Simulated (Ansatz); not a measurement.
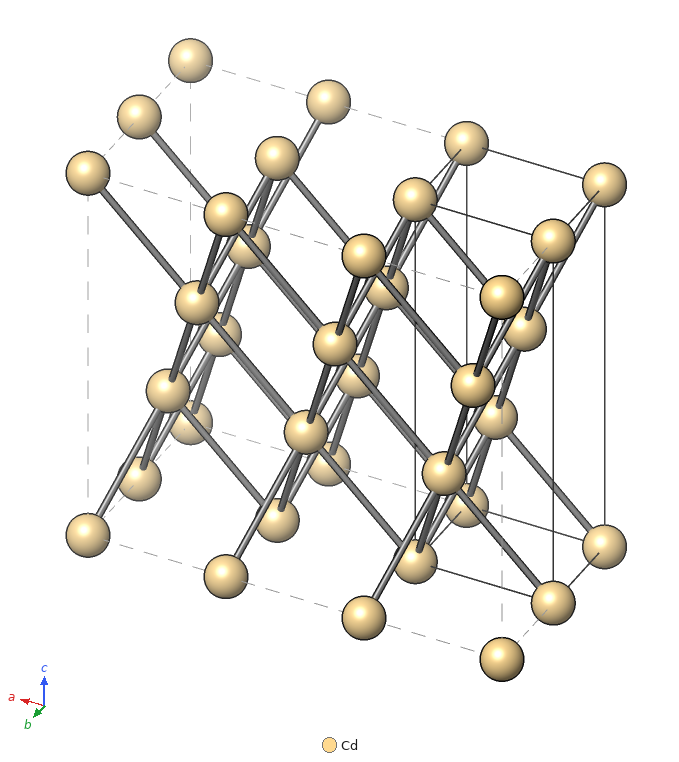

The figure gives a ball-and-stick picture of the atoms, viewed from a general direction. A block of 3×2×1 cells is shown, with one conventional unit cell in solid outline.

Cd, space group R-3m (No. 166), a = 3.39 Å, b = 3.39 Å, c = 6.56 Å, α = 90.00°, β = 90.00°, γ = 120.00°.

The calculation used DFT, PAW plane waves, r2SCAN, spin-orbit in Ansatz 0.2.0, with 500 eV cutoff, k-points about 0.23 Å⁻¹ apart, Fermi-Dirac smearing of 0.1 eV, no moments seeded, so the run stays non-magnetic, spinor wavefunctions.

### Metal or not?

A metal: bands cross the Fermi level.

### How far is the cell from zero pressure?

The computed pressure is 2.9 GPa (compressed: it would expand). The stress isn't hydrostatic: its largest component is 7.1 GPa.

What is drawn is a generated cell, made by putting these elements into a known structure type (the compound may or may not exist in this form); it hasn't been relaxed. It went into a calculation with Ansatz.
